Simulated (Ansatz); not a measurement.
**Band-structure calculation of La**

- system: La (1 atom in the cell)
- method: DFT, PBEsol, PAW with Ansatz's default frozen-core files, scalar-relativistic, no spin polarisation (Ansatz 0.2.0)

It belongs to a series of runs on one base structure; here: functional pbesol, PAW files. Figures and captions count atoms from 1; the log counts them from 0 in places.

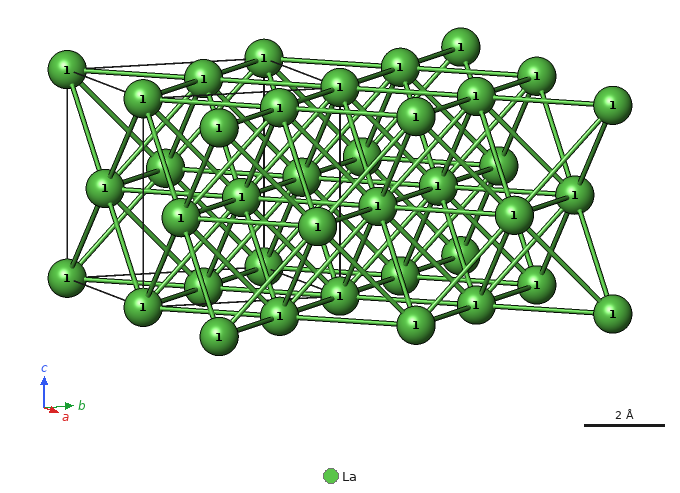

Fig. 1: The structure (ball-and-stick view of the cell 4 times as large as that of the calculation, set on its symmetry axes, repeated 2 × 2 × 1, seen slightly off an axis; atoms are numbered from 1 in the order of the input). Near neighbours in the crystal (not all of them lie inside the picture): La has 12 La at 3.74 Å.

The input
```yaml
crystal:
  lattice:
    - [0.0, 2.6410547414, 2.6410547414]
    - [2.6410547414, 0.0, 2.6410547414]
    - [2.6410547414, 2.6410547414, 0.0]
  atoms:
    - { symbol: La, position: [0.0, 0.0, 0.0] }
kpoints:
  mp_grid: { grid: [13, 13, 13] }
  band_path:
    path:
      - [0.0, 0.0, 0.0]
      - [0.5, 0.0, 0.5]
      - [0.625, 0.25, 0.625]
      - [0.375, 0.375, 0.75]
      - [0.0, 0.0, 0.0]
      - [0.5, 0.5, 0.5]
      - [0.5, 0.25, 0.75]
      - [0.5, 0.0, 0.5]
    npoints: 5
scf:
  occupations: { method: fermi_dirac, width: 0.08 }
hamiltonian:
  xc: pbesol
  pseudopotentials: { kind: paw }
output:
  forces: true
  stress: true
  eigenvalues: true
  efg: { contact_densities: true }
  write_density: true
  write_potential: true
  elf: true
  volumetric_format: npy
```

Run on 1 thread of an Arm (aarch64) CPU, shared host.

Command:
```bash
ansatz run input.yaml --threads 1 --pin off --max-ram 2048MiB --backend cpu --events-out ev --progress --plain --runs-dir out
```

What the program printed
```
La: output.efg is read without spin–orbit coupling, which moves field gradients at and beside such atoms by some per cent and up to a factor of two; PAW files take it under magnetization.noncollinear and magnetization.spin_orbit
Engine: ansatz 0.2.0, aarch64-unknown-linux-gnu
Pseudopotentials: kind: paw
Pseudopotential: La, paw, valence charge 11, recommended cutoff 420 eV (normal), La.paw.azcp
Functional definition: PBEsol
  exchange = pbesol_x
  correlation = pbesol_c
Crystal: 1 atoms, lattice volume = 36.844 Å³
Basis set: ecut = 420 eV, 725 PW (Γ), exchange–correlation on 50×50×50 points (8 copies of the dense FFT grid, shifted against one another)
Bands: 10, of which v1, the nominal top of the filled ones, is band 6 counted from 1 (5 counted from 0)
Symmetry: 48 space group operations
Space group: Fm-3m (ITA 225), of the structure as read, at distance tolerance 3.3e-5 Å
k-points: 84 of 2197
Non-local potential: La, projectors of the file, l = 0: 3, l = 1: 2, l = 2: 2, l = 3: 3
PAW form: soft (Blöchl's): semilocal exchange-correlation on the pseudo side does not see the compensation charge
PAW frozen core: La, regenerated for the run's functional, and the local potential with it (the file was generated under x = pbe(κ = 0.804, μ = 0.2195149727645171), c = pbe(β = 0.06672455060314922))
PAW one-centre angular grid: La, 590 points (default); XC on 64 Gauss nodes
Initial density: superposition of atomic densities (neutral atoms: chi_scale 0, normalization atom), corrected by the library's trained network
Initial wavefunctions: pseudopotential atomic-orbital guess
Functional: x = pbesol(κ = 0.804, μ = 0.12345679012345678), c = pbesol(β = 0.046)
SCF iter   1: F=—  HF=-6161.276216 eV  |F-HF|=—  |Δ(HF+E_count)|=         —  Δρ=4.29e-3  dr2=9.34e-3  ethr=1.77e-3  ⟨swp⟩=4.1  Hψ=3930  notcnv=0
preconditioner: auto → none  [metal: Δε(μ)=0.029 eV  Ē_g=12.661 eV  σ=0.080 eV  W_gap=0.09  n_scr=8 (ndim 8)  ℏωp=18.4 eV  f_vac=0.000  D(μ)=1.96/eV (n_scr^D=14)  sad-step TF]
SCF iter   2: F=—  HF=-6161.275247 eV  |F-HF|=—  |Δ(HF+E_count)|=   9.69e-4  Δρ=2.84e-3  dr2=4.45e-3  ethr=8.49e-5  ⟨swp⟩=1.6  Hψ=1583  notcnv=0
SCF iter   3: F=—  HF=-6161.274367 eV  |F-HF|=—  |Δ(HF+E_count)|=   8.80e-4  Δρ=4.77e-4  dr2=8.49e-5  ethr=4.05e-5  ⟨swp⟩=1.5  Hψ=998  notcnv=0
SCF iter   4: F=—  HF=-6161.274344 eV  |F-HF|=—  |Δ(HF+E_count)|=   2.24e-5  Δρ=1.90e-4  dr2=4.57e-6  ethr=7.72e-7  ⟨swp⟩=2.0  Hψ=1270  notcnv=0
SCF iter   5: F=—  HF=-6161.274345 eV  |F-HF|=—  |Δ(HF+E_count)|=   1.02e-6  Δρ=5.05e-5  dr2=2.48e-7  ethr=4.15e-8  ⟨swp⟩=2.4  Hψ=1275  notcnv=0
SCF iter   6: F=-6161.274346 eV  HF=-6161.274346 eV  |F-HF|=3.46e-10  |Δ(HF+E_count)|=   1.57e-7  Δρ=2.78e-6  dr2=1.43e-9  ethr=9.09e-10  ⟨swp⟩=8.8  Hψ=5685  notcnv=0
SCF 1 converged in 6 iterations: F = -6161.274346 eV  dr2 = 1.43e-9
  greatest PAW one-centre occupation: 0.974 electrons in one spin orbital (limit 2), on the La atom at site 0 (counted from 0), in its partial waves of l = 0
```

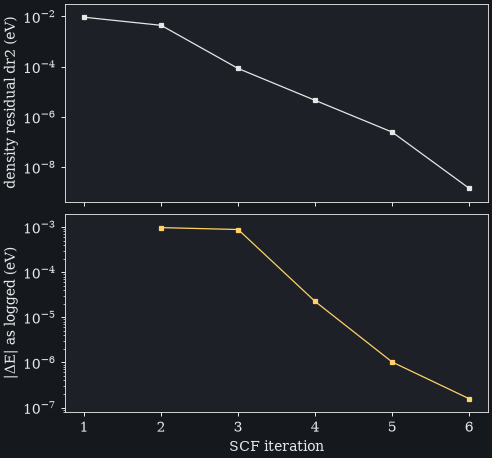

Fig. 2: Convergence of the self-consistent field: density residual dr2 and size of the energy change against the SCF iteration. The residual falls at every step.

```
NSCF: frozen V_eff on 36 k-points
SCF converged after 6 iterations
Free energy (F): -6161.274346 eV
Harris-Foulkes:  -6161.274346 eV  (|F-HF|=3.46e-10)
Internal energy: -6161.234289 eV  (E = F + TS)
E sigma→0 (E₀):  -6161.254317 eV
Entropy (-TS):   -0.040056 eV (-40.056 meV/atom)
Fermi energy:    10.994752 eV
--- Per-component energies (eV) ---
  E_band       = -45.195838
  E_kinetic    = 192.824612
  E_local      = -333.019649  (includes V_loc(G=0)·N_el)
  E_nonlocal   = 96.313085
  E_hartree    = 104.975916
  E_xc         = -138.111951
  E_vxc        = -146.944678  (∫ρ·V_xc dr)
  E_paw        = -5328.204306  (= ΣΔE_a)
  E_vpaw       = -64.320496  (= ΣTr[D̂ρ^β])
  E_aug_tail   = -0.000000  (compensation charges beyond the density's cutoff)
  E_ewald      = -756.181505
  E_core_change = 0.169509  (= ΣΔE_core)
  E_smearing   = -0.040056  (= −TS)
  E_closure    = 0.000000  (closes the sum)
  Σ components = -6161.274346   (vs F -6161.274346, Δ=0.00e0)
--- Forces (eV/Å), atoms counted from 1 ---
  atom   1  La     0.00000000     0.00000000    -0.00000000
  max |Σ_I F_I| component: 1.34e-32 eV/Å
--- Stress (GPa, compression-positive) ---
       -2.136883      -0.000000       0.000000
        0.000000      -2.136883      -0.000000
       -0.000000      -0.000000      -2.136883
  P = ⅓ Tr σ = -2.1369 GPa (-21.369 kbar)
--- PAW observables at the nuclei: V_zz in 10²¹ V/m², potentials from the cell's mean, atoms counted from 1 ---
  atom   1  La V_zz =    +0.000000   η = 0.0000   by run symmetry: forbidden
            electrostatic potential = -9876.189368 V   contact ρ = 2244073.031162 e/Å³
--- Band table (eV; the first three rows and the last of 84) ---
  k-point 0: bands = ["-21.8208", "-4.7406", "-4.7406", "-4.7406", "7.7622", "12.2379", "12.4941", "12.4941", "12.4941", "12.7286"]
  k-point 1: bands = ["-21.8095", "-4.8342", "-4.7514", "-4.7514", "7.9436", "11.9267", "12.5073", "12.5073", "12.6594", "12.7328"]
  k-point 2: bands = ["-21.7780", "-5.0846", "-4.7812", "-4.7812", "8.4212", "11.5716", "12.5212", "12.5212", "12.6150", "12.7422"]
  k-point 83: bands = ["-21.5525", "-5.7458", "-5.6264", "-5.2638", "10.1885", "11.2072", "11.5942", "12.3428", "12.8597", "12.8632"]
```

File rho_z.tsv
```
# z_ang	rho[e/angstrom^3]
# format = ansatz-planar-average/11
# lattice	0.000000000	2.641054741	2.641054741
# lattice	2.641054741	0.000000000	2.641054741
# lattice	2.641054741	2.641054741	0.000000000
# sites	1
# site	57	0.000000000	0.000000000	0.000000000
0.000000	5.140273e-1
0.149401	5.091903e-1
0.298801	4.942030e-1
0.448202	4.673474e-1
0.597602	4.262133e-1
0.747003	3.706315e-1
0.896404	3.057768e-1
1.045804	2.413588e-1
1.195205	1.867781e-1
1.344606	1.467527e-1
1.494006	1.208841e-1
1.643407	1.061802e-1
1.792807	9.966033e-2
1.942208	9.966033e-2
2.091609	1.061802e-1
2.241009	1.208841e-1
2.390410	1.467527e-1
2.539810	1.867781e-1
2.689211	2.413588e-1
2.838612	3.057768e-1
2.988012	3.706315e-1
3.137413	4.262133e-1
3.286814	4.673474e-1
3.436214	4.942030e-1
3.585615	5.091903e-1
```

File v_z.tsv
```
# z_ang	v_es[eV]	v_tot[eV]
# format = ansatz-planar-average/11
# xc	pbesol
# density_cutoff_ev	1680
# datasets	La=:simpson_from_first_knot:soft:shift=-1232590
# lattice	0.000000000	2.641054741	2.641054741
# lattice	2.641054741	0.000000000	2.641054741
# lattice	2.641054741	2.641054741	0.000000000
# sites	1
# site	57	0.000000000	0.000000000	0.000000000
0.000000	-1.325204e0	-1.305114e1
0.149401	-1.289857e0	-1.296944e1
0.298801	-1.064161e0	-1.260687e1
0.448202	-4.053294e-1	-1.171134e1
0.597602	8.372754e-1	-1.011846e1
0.747003	2.644440e0	-7.851604e0
0.896404	4.785422e0	-5.171039e0
1.045804	6.908446e0	-2.487294e0
1.195205	8.681717e0	-1.868847e-1
1.344606	9.972014e0	1.558891e0
1.494006	1.086131e1	2.790223e0
1.643407	1.141973e1	3.551765e0
1.792807	1.168951e1	3.904476e0
1.942208	1.168951e1	3.904476e0
2.091609	1.141973e1	3.551765e0
2.241009	1.086131e1	2.790223e0
2.390410	9.972014e0	1.558891e0
2.539810	8.681717e0	-1.868847e-1
2.689211	6.908446e0	-2.487294e0
2.838612	4.785422e0	-5.171039e0
2.988012	2.644440e0	-7.851604e0
3.137413	8.372754e-1	-1.011846e1
3.286814	-4.053294e-1	-1.171134e1
3.436214	-1.064161e0	-1.260687e1
3.585615	-1.289857e0	-1.296944e1
```

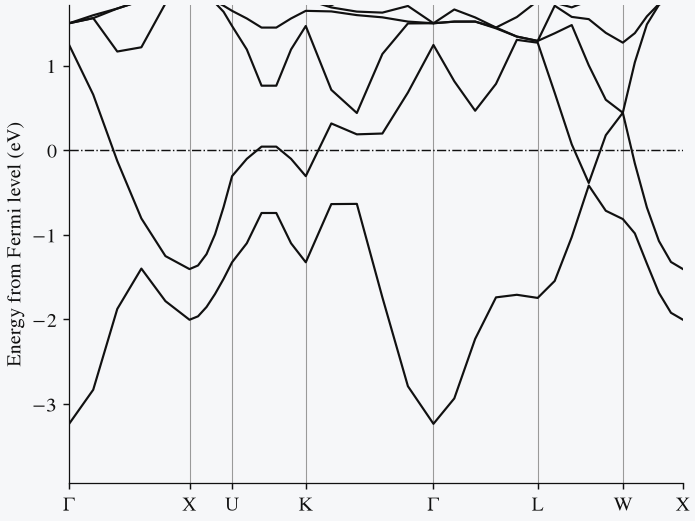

Fig. 3: Band structure along Γ–X–U–K–Γ–L–W–X, with energies from the Fermi level. Bands cross the Fermi level: a metal at this level of theory.

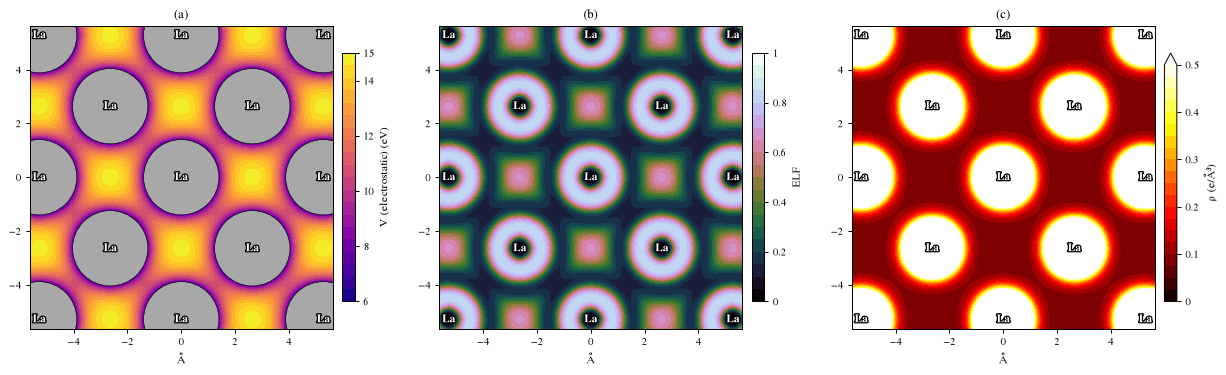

Fig. 4: (a) electrostatic potential energy of an electron; (b) ELF; (c) valence electron density on the (010) plane of the conventional cell. Grey discs, where drawn, cover atomic cores. The section cuts through La sites. La–La (3.74 Å): ρ is about 0.1 e/Å³ halfway; the ELF is about 0.15 at the midpoint (no shared electron pair). Away from the nuclei the density in this plane falls to 0.08 e/Å³ at its lowest.  The strong features right at La lie inside the PAW spheres (semicore, d or f shells) and say nothing about bonding. Outside the cores the potential energy rises away from the atoms and is highest about 2.6 Å from the nearest atoms; outside the discs it spans about 8 eV, and its zero is arbitrary. Core electrons are frozen (PAW), so the fields are smoothed inside the atomic spheres.

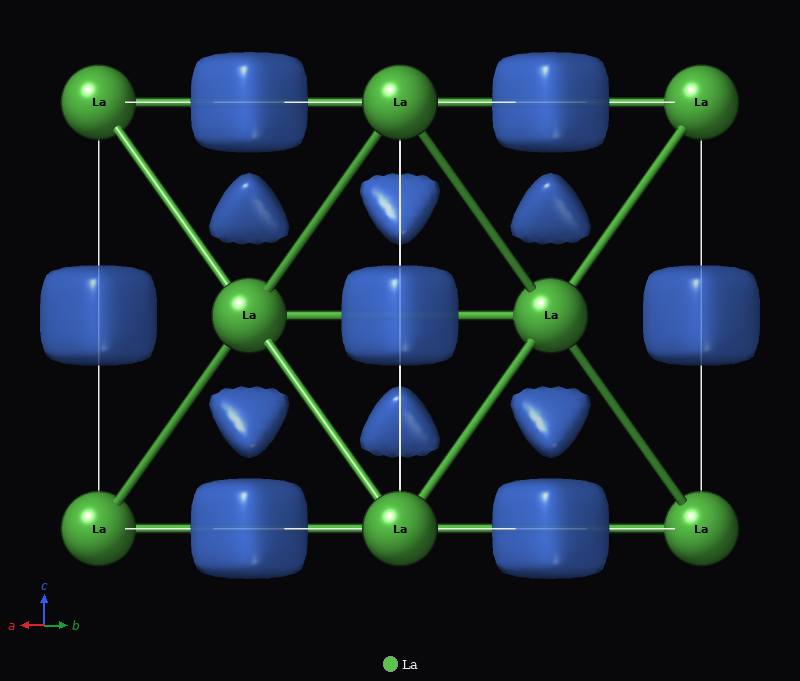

Fig. 5: Isosurface of the ELF at 0.4 (blue), seen along [110]. Only the valence region is drawn (cores and ρ < 0.01 e/Å³ removed). Sticks mark near contacts. The outline is the cell set on symmetry axes. Along the contacts the grid gives the following. La–La (3.74 Å): the ELF is about 0.15 at the midpoint (no localised pair between them).

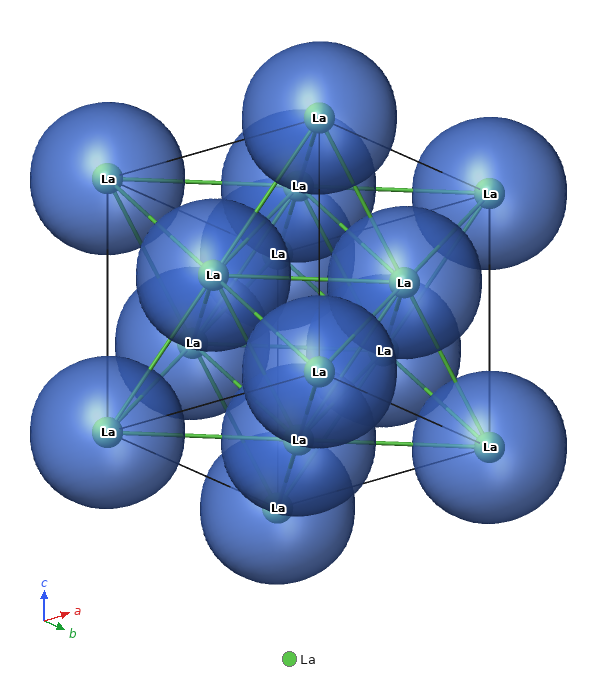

Fig. 6: Isosurface of the valence pseudo-density at 0.15 e/Å³ (blue), seen at an oblique angle. Sticks mark near contacts. The outline is the cell set on symmetry axes. At this value the density breaks into separate islands; it holds about 80 % of the electrons treated as valence (semicore included). It is pinched off along the La–La (3.74 Å) contacts. On the grid the lowest density along these lines, outside the cores, is 0.1 e/Å³ (La–La, 3.74 Å).

Key numbers

| quantity | value |
| --- | --- |
| outcome | converged |
| space group (tolerance 0.01 Å) | Fm-3m (225) |
| electrons treated | 11 |
| free energy | −6161.2743 eV |
| Fermi energy | 10.995 eV |
| pressure | −2.14 GPa |
| field gradient V_zz (10²¹ V/m²) | zero at all sites |
| electronic character | metal |
| largest force (length of the vector) | under 0.001 eV/Å |
| wall time | 5.2 s |
| peak memory | 0.38 GiB |

Notes

Warnings of the run: the field gradients leave out spin–orbit coupling.
